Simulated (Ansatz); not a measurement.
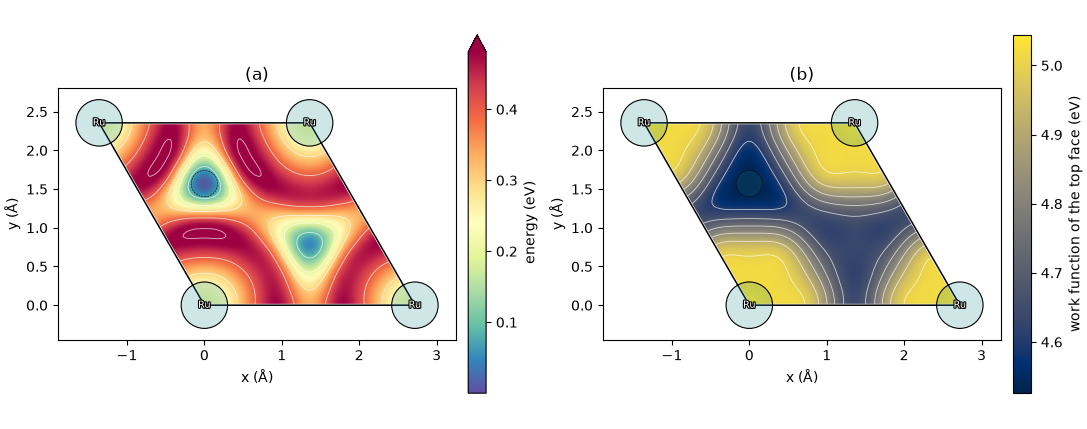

S on a Ru(001) slab cut from the P6_3/mmc phase, its upper half relaxed before the scan (4 atoms of substrate and one adsorbate in a 1 × 1 cell). S is moved over the surface cell; relaxed at each place: the height of the adsorbate's atoms; substrate rigid; the origin of the map has the adsorbate above Ru4. Places are given modulo a cell vector. The map is drawn in real space over the plane of the surface. The grid has 6 × 6 points; 10 points were computed and 26 follow by symmetry. Energies are in eV, from the lowest grid point. With one adsorbate in each 1 × 1 cell, its nearest image is 2.7 Å away, so neighbouring adsorbates interact. These are results of DFT PBE, scalar-relativistic, plane waves, PAW (Ansatz 0.2.0), not measurements. Settings: cutoff 420 eV, k-mesh 12×12×1, gaussian smearing 0.1 eV, no spin polarisation.

Panel (a) is the energy and panel (b) the computed work function of the top face on the same grid.

The picture shows a smooth colour map with a few white contour lines, labelled circles for the atoms of the top layer and small ones for the second layer, the outline of one cell of the plane, one colour for all values above the top of the scale. Between grid points the surface is interpolated.

How does the work function of the top face vary over the map, and what is it at the lowest grid point?

Answer. It runs from 4.53 eV at a threefold hollow over a second-layer Ru atom, (2/6, 4/6) of the cell vectors to 5.04 eV at the top site over a surface Ru atom, (0/6, 0/6) of the cell vectors. At the lowest grid point, a threefold hollow over a second-layer Ru atom, (2/6, 4/6) of the cell vectors, it is 4.53 eV.

PAW datasets: the set soft_1.
